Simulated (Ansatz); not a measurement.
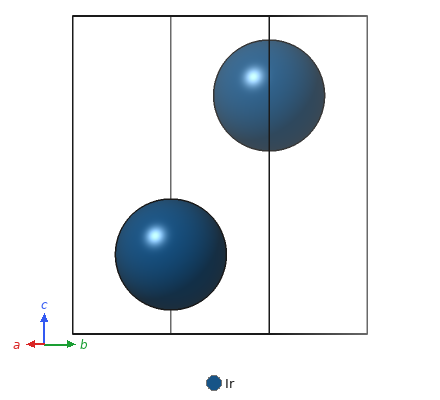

Ir (P6_3/mmc, No. 194): the geometry relaxed at fixed volume with DFT r2SCAN, scalar-relativistic, plane waves, PAW in Ansatz 0.2.0; the starting structure was generated, so it need not be a known form of this composition.

Space group P6_3/mmc (No. 194). a = 2.701 Å, b = 2.701 Å, c = 4.373 Å, α = 90.00°, β = 90.00°, γ = 120.00°
```tsv
atom	site	symmetry	x	y	z
Ir	2d	-6m2	0.3333	0.6667	0.7500
```

**What will a HAADF-like image along [210] show? Simulated incoherent Z contrast: every atom adds Z^1.6 spread by a probe of 0.76 Å full width; channelling and multiple scattering are left out.**

The columns repeat on a rectangular net of 1.35 × 2.19 Å (plane group p2mm). All columns are alike (Ir). The shortest distance between visible columns is 1.35 Å in projection. Along the beam the structure repeats every 4.68 Å.

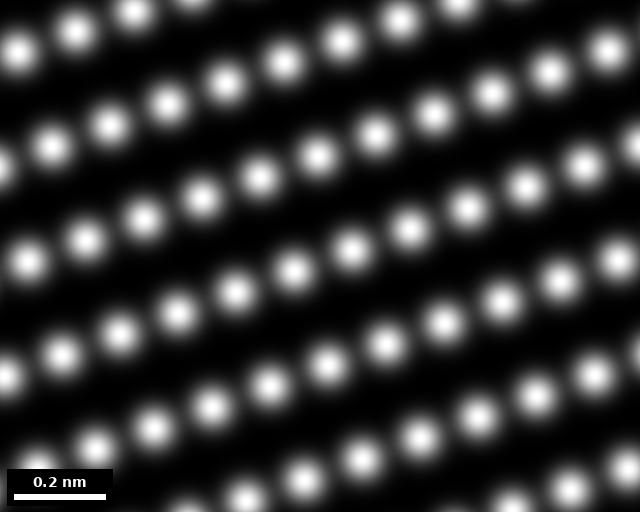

The simulated image.
